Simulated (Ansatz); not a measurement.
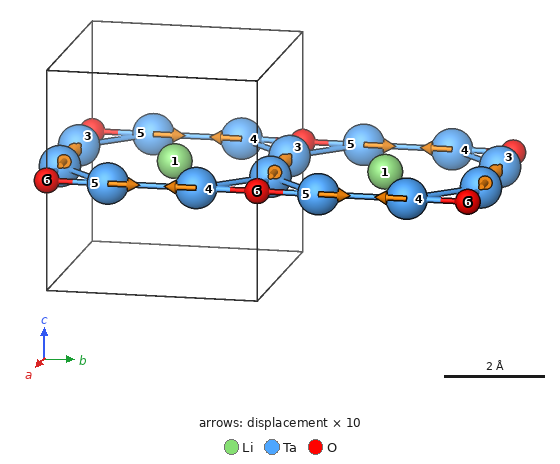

A relaxation of solid LiTa4O (a generated structure, set up in P4/mmm) (coarse preliminary run). The starting structure is drawn; orange arrows show the displacements (the part carried along by the change of the cell is left out), magnified 10 times.

The picture is a ball-and-stick view of the cell of the calculation, repeated 1 × 2 × 1 with one cell outlined, seen slightly off an axis.

The calculation used DFT PBE, scalar-relativistic, plane waves, PAW in Ansatz.

Input file:
```yaml
crystal:
  lattice:
    - [4.35076495, 0.0, 0.0]
    - [0.0, 4.35076495, 0.0]
    - [0.0, 0.0, 4.57343693]
  atoms:
    - { symbol: Li, position: [0.5, 0.5, 0.5] }
    - { symbol: Ta, position: [0.70969157, 0.0, 0.5] }
    - { symbol: Ta, position: [0.29030843, 0.0, 0.5] }
    - { symbol: Ta, position: [0.0, 0.70969157, 0.5] }
    - { symbol: Ta, position: [0.0, 0.29030843, 0.5] }
    - { symbol: O, position: [0.0, 0.0, 0.5] }
basis:
  ecutwfc: 420
kpoints:
  mp_grid: { grid: [4, 4, 4] }
hamiltonian:
  xc: pbe
scf:
  occupations: { method: gaussian, width: 0.1 }
  lower_state_search: "off"
output:
  forces: true
  stress: true
  eigenvalues: true
relax:
  adjacent_minimum: "off"
  f_tol: 0.04
  max_steps: 70
  cell: { stress_tol: 0.4 }
```

Launched with:
```bash
ansatz run input.yaml --threads 1 --pin off --max-ram 2560MiB --backend cpu --events-out ev --progress --plain --runs-dir out
```

Which element moves most?

Tantalum: up to 0.068 Å, against 0.000 Å for lithium.

Describe the change and its energy.

The largest moves relative to the cell, 0.068 Å, are those of Ta2, Ta3, Ta4 and Ta5. Ta2 goes along −a. Li and O stay in place. Cell: a = b 4.351 → 6.756 Å (+55.3 %), c 4.573 → 2.774 Å (−39.3 %). Volume +46.2 %. Near-neighbour distances that change, for instance: Ta2–Ta4 3.336 → 5.144 Å, Ta2–Ta2 4.573 → 2.774 Å, Ta2–Ta3 2.526 → 4.059 Å, Li1–Ta2 2.359 → 3.637 Å. The space group stays P4/mmm (No. 123). Over 20 accepted moves (23 points after the start) the energy falls by 24674 meV per atom. Largest force component: 120 eV/Å at the start, 0.0052 eV/Å at the end. The pressure goes from 610.46 to 0.26 GPa. The line search rejected the trial step at point 13 of the run. The SCF was repeated twice at an unchanged geometry on a basis and grid sized afresh for the cell, which shifted the energy by 465 meV per atom at most. Cost: 110 s on 1 thread of Arm Neoverse V2 (shared host), peak memory 0.41 GiB.
